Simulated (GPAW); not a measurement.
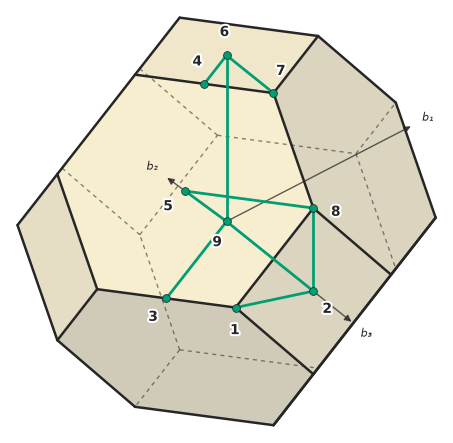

For SiO2, a cell listed in the Materials Project, as set up for an electronic-structure calculation: the first Brillouin zone of a body-centred tetragonal lattice (tI; extended symbol tI2) is drawn with its special points numbered. Symmetry computed with spglib at a tolerance of 0.002 Å; standard conventional cell.

a = 4.955 Å, b = 4.955 Å, c = 7.311 Å, α = 90.00°, β = 90.00°, γ = 90.00°.

Labels and path follow the convention of Hinuma et al. (2017), as computed by seekpath; the arrows show the directions of the reciprocal primitive vectors b₁, b₂, b₃, in which coordinates are given.

Which special point is each number?

Answer.
| no. | label | coordinates |
| --- | --- | --- |
| 1 | R | (−0.230, 0.230, 1/2) |
| 2 | X | (0, 0, 1/2) |
| 3 | S₀ | (−0.365, 0.365, 0.365) |
| 4 | S | (0.365, 0.635, −0.365) |
| 5 | N | (0, 1/2, 0) |
| 6 | M | (1/2, 1/2, −1/2) |
| 7 | G | (1/2, 1/2, −0.230) |
| 8 | P | (1/4, 1/4, 1/4) |
| 9 | Γ | (0, 0, 0) |
